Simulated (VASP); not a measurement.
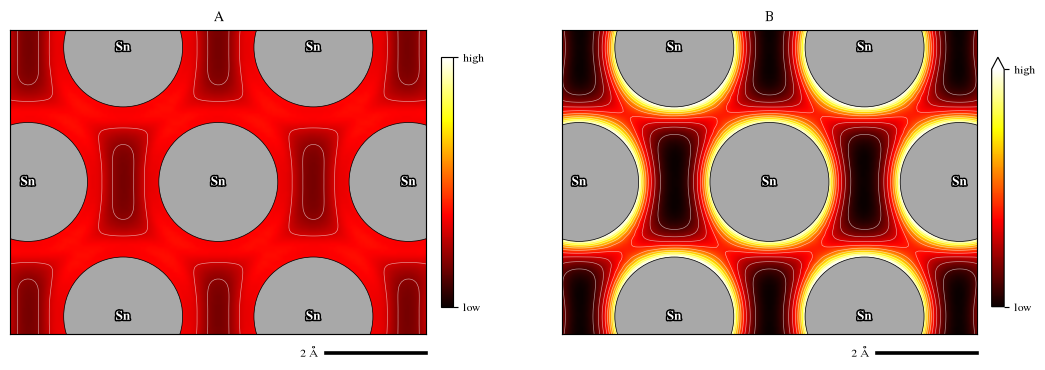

Sn: 2 fields on the (11̄0) plane of the conventional cell, with unlabelled colour scales. Grey discs cover the atomic cores.

Space group Im-3m; a structure from a database of computed crystals, not necessarily the ambient phase; computed pressure about −3 GPa in this cell.

The calculation used Kohn-Sham DFT of a periodic cell, PBEsol with rVV10, VASP PAW PBE potentials, recommended, release 54 (VASP).

```yaml
crystal:
  lattice:
    - [3.78930, 0.00000, 0.00000]
    - [0.00000, 3.78930, 0.00000]
    - [0.00000, 0.00000, 3.78930]
  atoms:
    - { symbol: Sn, position: [0.00000, 0.00000, 0.00000] }
    - { symbol: Sn, position: [0.50000, 0.50000, 0.50000] }
```

Match the panels to the quantities (electron localisation function and valence pseudo-density).

Panel A: electron localisation function. Panel B: valence pseudo-density. From the grid: Sn–Sn (3.28 Å): the density is about 0.16 e/Å³ at the midpoint; the ELF is about 0.35 at the midpoint.
